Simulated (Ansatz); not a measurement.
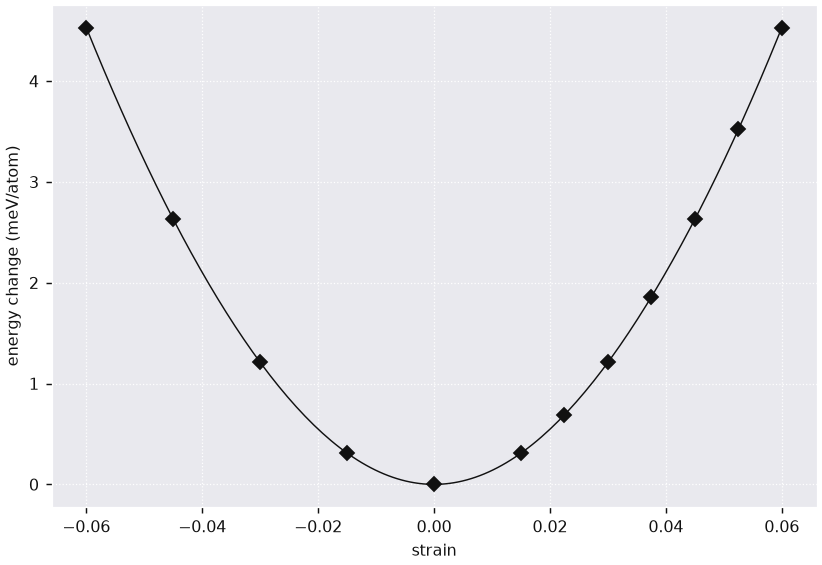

The plot gives the computed energy change against strain for Sb, space group Pm-3m (No. 221).

Starting cell:
```
CELL_PARAMETERS angstrom
3.16000 0.00000 0.00000
0.00000 3.16000 0.00000
0.00000 0.00000 3.16000
ATOMIC_POSITIONS crystal
Sb 0.00000 0.00000 0.00000
```

How it was computed, with Ansatz 0.2.0: homogeneous strain of a crystal along one Voigt pattern with engineering shear, fractional coordinates fixed, by plane-wave density functional theory with PAW datasets, free energies less that of the undisturbed cell; scalar-relativistic. Level: PBEsol, no spin polarisation.

wave cutoff 420 eV; k mesh 16×16×16; occupations Gaussian; smearing width 0.15 eV; k shift (0, 0, 0) (mesh steps); start as given; strain pattern (0, 0, 0, 1, 0, 0) (xx yy zz yz xz xy with engineering shear).

The points at strain −0.045, −0.015, 0.03 and 0.06 follow from computed ones by symmetry.

Does the undistorted structure sit at the bottom of the curve?

Yes: the energy rises on both sides of the starting structure, which is therefore a minimum along this path.

Which elastic constant follows from the slope of the stress, and how large is it?

The slope of stress against strain at the start, which at zero pressure is the clamped-ion constant C44, is 16.2 GPa.

Limits of the calculation: reference crystal is not relaxed.
